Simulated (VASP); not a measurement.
## Run report: AlN, core levels calculation (part 2 of 2)

AlN (P6₃mc, 8 atoms in the cell); Kohn-Sham DFT of a periodic cell, PBE, VASP PAW PBE potentials, recommended, no spin polarisation (VASP 6.6.1); cutoff 520 eV, 4×4×7 k-mesh, Gaussian smearing of 0.05 eV. The structure was built on a prototype by a generator; it need not be a known phase.

Geometry of the input (Å; fractional positions):
```
5.4218  0.0000  0.0000
0.0000  5.0180  0.0000
0.0000  0.0000  3.1303
Al 0.3333  0.0000  0.0000
Al 0.6667  0.5000  0.0000
Al 0.1667  0.5000  0.5000
Al 0.8333  0.0000  0.5000
N  0.3333  0.3816  0.0000
N  0.6667  0.8815  0.0000
N  0.1667  0.8815  0.5000
N  0.8333  0.3816  0.5000
```

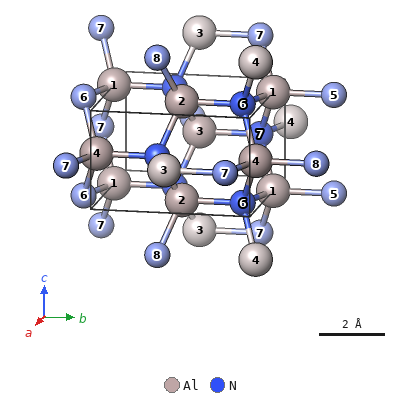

The structure as given in the input (ball-and-stick view of the cell of the calculation, seen slightly off an axis; neighbours outside the cell are drawn fainter; atoms are numbered from 1 in the order of the input).

Parts of OUTCAR, continued
```
   k-points           NKPTS =     36   k-points in BZ     NKDIM =     36   number of bands    NBANDS=     21
   number of dos      NEDOS =    301   number of ions     NIONS =      8
   total plane-waves  NPLWV =  38400
   dimension x,y,z NGX =    40 NGY =   40 NGZ =   24
   dimension x,y,z NGXF=    80 NGYF=   80 NGZF=   48
   ions per type =               4   4
   NGX,Y,Z   is equivalent  to a cutoff of  12.26, 13.25, 12.75 a.u.
   NGXF,Y,Z  is equivalent  to a cutoff of  24.53, 26.50, 25.49 a.u.
 SYSTEM =  unknown system
   PREC   = accura    normal or accurate (medium, high low for compatibility)
   ISTART =      0    job   : 0-new  1-cont  2-samecut
   ICHARG =      2    charge: 1-file 2-atom 10-const
   ISPIN  =      1    spin polarized calculation?
   LNONCOLLINEAR =      F non collinear calculations
   LSORBIT =      F    spin-orbit coupling
   LASPH  =      T    aspherical Exc in radial PAW
   ENCUT  =  520.0 eV  38.22 Ry    6.18 a.u.  10.08  9.33  5.82*2*pi/ulx,y,z
   NELM   =     80;   NELMIN=  2; NELMDL= -5     # of ELM steps
   EDIFF  = 0.1E-06   stopping-criterion for ELM
   LREAL  =      F    real-space projection
   EDIFFG = 0.1E-05   stopping-criterion for IOM
   NSW    =      0    number of steps for IOM
   IBRION =     -1    ionic relax: 0-MD 1-quasi-New 2-CG
   NFREE  =      0    steps in history (QN), initial steepest desc. (CG)
   ISIF   =      2    stress and relaxation
   ISYM   =      2    0-nonsym 1-usesym 2-fastsym
   POTIM  = 0.5000    time-step for ionic-motion
   TEBEG  =    0.0;   TEEND  =   0.0 temperature during run
   PSTRESS=    0.0 pullay stress
   NELECT =      32.0000    total number of electrons
   NUPDOWN=      -1.0000    fix difference up-down
   EMIN   =  10.00;   EMAX   =-10.00  energy-range for DOS
   EFERMI =   0.00;   METHOD = LEGACY
   ISMEAR =     0;   SIGMA  =   0.05  broadening in eV -4-tet -1-fermi 0-gaus
   EFERMI_NEDOS =   21; number of points for ismear=-14 and -15
   IALGO  =     68    algorithm
   IMIX   =      4    mixing-type and parameters
     AMIX     =   0.40;   BMIX     =  1.00
     AMIX_MAG =   1.60;   BMIX_MAG =  1.00
  volume/ion in A,a.u.               =      10.65        71.84
  Fermi-wavevector in a.u.,A,eV,Ry     =   1.181336  2.232401 18.987669  1.395554
  Thomas-Fermi vector in A             =   2.317611
   LORBIT       =      0    0 simple, 1 ext, 2 COOP (PROOUT), +10 PAW based schemes
   GGA     = PE    functional components
   LHFCALC =     F    Hartree Fock is set to
   AEXX    =    0.0000 exact exchange contribution
   IVDW    =     0    specifies the selected vdW correction
   LEPSILON=     F    determine dielectric tensor
   LRPA    =     F    only Hartree local field effects (RPA)
 non-spin polarized calculation
 RMM-DIIS sequential band-by-band and
 Gauss-broadening in eV      SIGMA  =   0.05
  energy-cutoff  :      520.00
  volume of cell :       85.16
 maximum number of plane-waves:      2316
   NGX = 21   NGY = 19   NGZ = 11

 number of electron      31.9999993 magnetization

 Free energy of the ion-electron system (eV)
  ---------------------------------------------------
  ext. energy  EPLUGINS =         0.00000000
  ---------------------------------------------------
  free energy    TOTEN  =       -59.56077602 eV

  energy without entropy =      -59.56077602  energy(sigma->0) =      -59.56077602

 the core state eigenenergies are
   1-  1s  -1497.3619  2s    -94.7087  2p    -56.1599
   2-  1s  -1497.3619  2s    -94.7087  2p    -56.1599
   3-  1s  -1497.3619  2s    -94.7087  2p    -56.1599
   4-  1s  -1497.3619  2s    -94.7087  2p    -56.1599
   5-  1s   -367.8761
   6-  1s   -367.8761
   7-  1s   -367.8761
   8-  1s   -367.8761

 E-fermi :   6.2320     XC(G=0): -10.8269     alpha+bet :-15.6097

 val. band max:        5.9645770999   @ k =   0.0000   0.0000   0.0000
 cond. band min:      10.0070834428   @ k =   0.0000   0.0000   0.0000
 fundamental gap:      4.0425063429
 Fermi energy:         6.2320299962

 k-point     1 :       0.0000    0.0000    0.0000
  band No.  band energies     occupation
      1      -9.1031      2.00000
      2      -7.1897      2.00000
      3      -7.0203      2.00000
      4      -6.5147      2.00000
      5       0.0589      2.00000
      6       0.5891      2.00000
      7       1.8428      2.00000
      8       2.6699      2.00000
      9       3.9101      2.00000
     10       4.2209      2.00000
     11       5.1188      2.00000
     12       5.1188      2.00000
     13       5.2822      2.00000
     14       5.7615      2.00000
     15       5.7615      2.00000
     16       5.9646      2.00000
     17      10.0071      0.00000
     18      11.7225      0.00000
     19      11.7261      0.00000
     20      12.4717      0.00000
     21      13.9862      0.00000

 k-point     2 :       0.2500    0.0000    0.0000
  band No.  band energies     occupation
      1      -8.9100      2.00000
      2      -7.6466      2.00000
      3      -6.9129      2.00000
      4      -6.4768      2.00000
      5       0.2913      2.00000
      6       1.1312      2.00000
      7       1.9343      2.00000
      8       2.3392      2.00000
      9       4.0493      2.00000
     10       4.2584      2.00000
     11       4.8422      2.00000
     12       4.8806      2.00000
     13       4.9365      2.00000
     14       5.3637      2.00000
     15       5.7219      2.00000
     16       5.8744      2.00000
     17      10.8435      0.00000
     18      11.9791      0.00000
     19      12.2342      0.00000
     20      13.2052      0.00000
     21      13.8575      0.00000

 k-point     3 :       0.5000    0.0000    0.0000
  band No.  band energies     occupation
      1      -8.3717      2.00000
      2      -8.3717      2.00000
      3      -6.6598      2.00000
      4      -6.6598      2.00000
      5       0.9585      2.00000
      6       0.9585      2.00000
      7       2.5577      2.00000
      8       2.5577      2.00000
      9       3.5216      2.00000
     10       3.5216      2.00000
     11       4.4230      2.00000
     12       4.4230      2.00000
     13       5.5330      2.00000
     14       5.5330      2.00000
     15       5.5565      2.00000
     16       5.5565      2.00000
     17      12.0201      0.00000
     18      12.0201      0.00000
     19      13.4646      0.00000
     20      13.6289      0.00000
     21      13.9624      0.00000

 k-point     4 :       0.0000    0.2500    0.0000
  band No.  band energies     occupation
      1      -8.8721      2.00000
      2      -7.4375      2.00000
      3      -7.0812      2.00000
      4      -6.5986      2.00000
      5       0.3534      2.00000
      6       0.8367      2.00000
      7       1.1759      2.00000
      8       3.4332      2.00000
      9       4.0781      2.00000
     10       4.7615      2.00000
     11       4.7827      2.00000
     12       5.0393      2.00000
     13       5.2083      2.00000
     14       5.2083      2.00000
     15       5.6627      2.00000
     16       5.6627      2.00000
     17      10.9752      0.00000
     18      10.9753      0.00000
     19      11.8037      0.00000
     20      12.5869      0.00000
     21      15.2445      0.00000

 k-point     5 :       0.2500    0.2500    0.0000
  band No.  band energies     occupation
      1      -8.6851      2.00000
      2      -7.4889      2.00000
      3      -7.3056      2.00000
      4      -6.6611      2.00000
      5       0.7865      2.00000
      6       0.9915      2.00000
      7       1.6442      2.00000
      8       3.0866      2.00000
      9       4.1759      2.00000
     10       4.2117      2.00000
     11       4.5164      2.00000
     12       4.9931      2.00000
     13       5.0671      2.00000
     14       5.1333      2.00000
     15       5.4823      2.00000
     16       5.5868      2.00000
     17      11.3139      0.00000
     18      11.5013      0.00000
     19      12.2102      0.00000
     20      13.2755      0.00000
     21      14.7550      0.00000

 [... the levels of 6 k-points are left out ...]

 k-point    12 :       0.5000    0.0000    0.1429
  band No.  band energies     occupation
      1      -8.2088      2.00000
      2      -8.2088      2.00000
      3      -6.5962      2.00000
      4      -6.5962      2.00000
      5       1.1673      2.00000
      6       1.1673      2.00000
      7       2.6171      2.00000
      8       2.6171      2.00000
      9       2.8328      2.00000
     10       2.8328      2.00000
     11       4.3434      2.00000
     12       4.3434      2.00000
     13       5.1493      2.00000
     14       5.1493      2.00000
     15       5.4248      2.00000
     16       5.4248      2.00000
     17      12.5424      0.00000

------------------------ aborting loop because EDIFF is reached ----------------------------------------

  FORCE on cell =-STRESS in cart. coord.  units (eV):
  Direction    XX          YY          ZZ          XY          YZ          ZX
  --------------------------------------------------------------------------------------
  -------------------------------------------------------------------------------------
  Total       -0.1587153     -0.1248717     -0.1558254      0.0000000      0.0000000      0.0000000
  in kB       -2.9858979     -2.3492007     -2.9315305      0.0000000      0.0000000      0.0000000
  external PRESSURE =      -2.7555430 kB  Pullay stress =       0.0000000 kB

 VOLUME and BASIS-vectors are now :
 -----------------------------------------------------------------------------
  energy-cutoff  :      520.00
  volume of cell :       85.16
      direct lattice vectors                 reciprocal lattice vectors
     5.421807000  0.000000000  0.000000000     0.184440354  0.000000000  0.000000000
     0.000000000  5.017956000  0.000000000     0.000000000  0.199284330  0.000000000
     0.000000000  0.000000000  3.130282000     0.000000000  0.000000000  0.319460036

 POSITION                                       TOTAL-FORCE (eV/Angst)
 -----------------------------------------------------------------------------------
      1.80727      0.00000      0.00000        -0.000049      0.000885      0.000000
      3.61454      2.50898      0.00000         0.000049      0.000885      0.000000
      0.90364      2.50898      1.56514         0.000049      0.000885      0.000000
      4.51817      0.00000      1.56514        -0.000049      0.000885      0.000000
      1.80727      1.91460      0.00000         0.000021     -0.000885      0.000000
      3.61454      4.42358      0.00000        -0.000021     -0.000885      0.000000
      0.90364      4.42358      1.56514        -0.000021     -0.000885      0.000000
      4.51817      1.91460      1.56514         0.000021     -0.000885      0.000000
 -----------------------------------------------------------------------------------
    total drift:                                0.000000      0.001269      0.000000

  FREE ENERGIE OF THE ION-ELECTRON SYSTEM (eV)
  ---------------------------------------------------
  free  energy   TOTEN  =       -59.5607760190 eV

  energy  without entropy=      -59.5607760190  energy(sigma->0) =      -59.56077602
```

CONTCAR
```
AlN
   1.00000000000000
     5.4218070000000003    0.0000000000000000    0.0000000000000000
     0.0000000000000000    5.0179559999999999    0.0000000000000000
     0.0000000000000000    0.0000000000000000    3.1302819999999998
  Al              N
     4     4
Direct
     0.3333330000000032    0.0000000000000000    0.0000000000000000
     0.6666669999999968    0.5000000000000000    0.0000000000000000
     0.1666669999999968    0.5000000000000000    0.5000000000000000
     0.8333330000000032    0.0000000000000000    0.5000000000000000
     0.3333330000000032    0.3815499999999972    0.0000000000000000
     0.6666669999999968    0.8815499999999972    0.0000000000000000
     0.1666669999999968    0.8815499999999972    0.5000000000000000
     0.8333330000000032    0.3815499999999972    0.5000000000000000

  0.00000000E+00  0.00000000E+00  0.00000000E+00
  0.00000000E+00  0.00000000E+00  0.00000000E+00
  0.00000000E+00  0.00000000E+00  0.00000000E+00
  0.00000000E+00  0.00000000E+00  0.00000000E+00
  0.00000000E+00  0.00000000E+00  0.00000000E+00
  0.00000000E+00  0.00000000E+00  0.00000000E+00
  0.00000000E+00  0.00000000E+00  0.00000000E+00
  0.00000000E+00  0.00000000E+00  0.00000000E+00
```

Summary

```tsv
quantity	value
outcome	converged
space group (tolerance 0.01 Å)	P6₃mc (186)
electrons treated	32
free energy	−59.5608 eV
Fermi energy of the self-consistent step	6.232 eV
gap on the k-point mesh	4.04 eV
pressure	−0.28 GPa
largest force (length of the vector)	0.001 eV/Å
wall time	94 s
peak memory	0.2 GiB
```
